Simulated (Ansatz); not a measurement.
Input of the run:

```
crystal:
  lattice:
    - [4.3562899735, 0.0, 0.0]
    - [-2.1781449867, 4.8704802552, 0.0]
    - [0.0, 0.0, 25.7150565614]
  atoms:
    - { symbol: Si, position: [0.7, 0.4, 0.2916579235] }
    - { symbol: C, position: [0.8, 0.1, 0.3105981123] }
    - { symbol: Si, position: [0.4, 0.8, 0.3295383011] }
    - { symbol: C, position: [0.5, 0.5, 0.3484784898] }
    - { symbol: Si, position: [0.1, 0.2, 0.3674186786] }
    - { symbol: C, position: [0.2, 0.9, 0.3863588674] }
    - { symbol: Si, position: [0.8, 0.6, 0.4052990561] }
    - { symbol: C, position: [0.9, 0.3, 0.4242392449] }
    - { symbol: Si, position: [0.5, 0.0, 0.4431794337] }
    - { symbol: C, position: [0.6, 0.7, 0.4621196225] }
    - { symbol: Si, position: [0.2, 0.4, 0.4810598112] }
    - { symbol: C, position: [0.3, 0.1, 0.5] }
    - { symbol: Si, position: [0.9, 0.8, 0.5189401888] }
    - { symbol: C, position: [0.0, 0.5, 0.5378803775] }
    - { symbol: Si, position: [0.6, 0.2, 0.5568205663] }
    - { symbol: C, position: [0.7, 0.9, 0.5757607551] }
    - { symbol: Si, position: [0.3, 0.6, 0.5947009439] }
    - { symbol: C, position: [0.4, 0.3, 0.6136411326] }
    - { symbol: Si, position: [0.0, 0.0, 0.6325813214] }
    - { symbol: C, position: [0.1, 0.7, 0.6515215102] }
    - { symbol: Si, position: [0.7, 0.4, 0.6704616989] }
    - { symbol: C, position: [0.8, 0.1, 0.6894018877] }
    - { symbol: Si, position: [0.4, 0.8, 0.7083420765] }
basis:
  ecutwfc: 500
kpoints:
  mp_grid: { grid: [7, 6, 1] }
hamiltonian:
  xc: r2scan
scf:
  occupations: { method: gaussian, width: 0.05 }
output:
  forces: true
  eigenvalues: true
relax:
  adjacent_minimum: "off"
  f_tol: 0.02
  max_steps: 60
efield:
  axis: 3
  dipole_correction: true
  ramp_width: 0.04
```

Launched with:
```bash
ansatz run input.yaml --threads 2 --pin off --max-ram 5120MiB --backend cpu --events-out ev --progress --plain --runs-dir out
```

What does the potential across the slab give for the band edges against vacuum?

From the vacuum level at the right face the ionisation potential is 5.19 eV and the electron affinity 4.30 eV; the left face gives the same. The slab's gap, their difference before rounding, is 0.89 eV. The two vacuum levels agree, so the slab has no net dipole along its normal. The outermost atoms are 10.1 Å apart, which leaves 15.6 Å of vacuum in a cell 25.7 Å high.

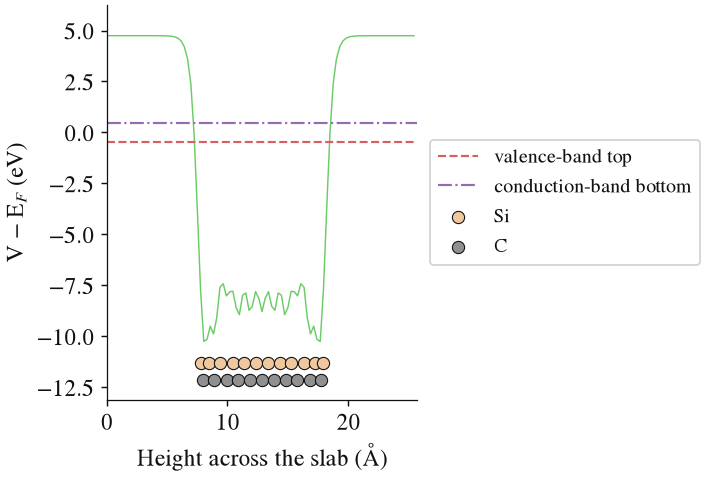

Plane-averaged electrostatic potential energy of an electron across the slab; circles at the bottom mark the heights of the atoms (positions after relaxation).
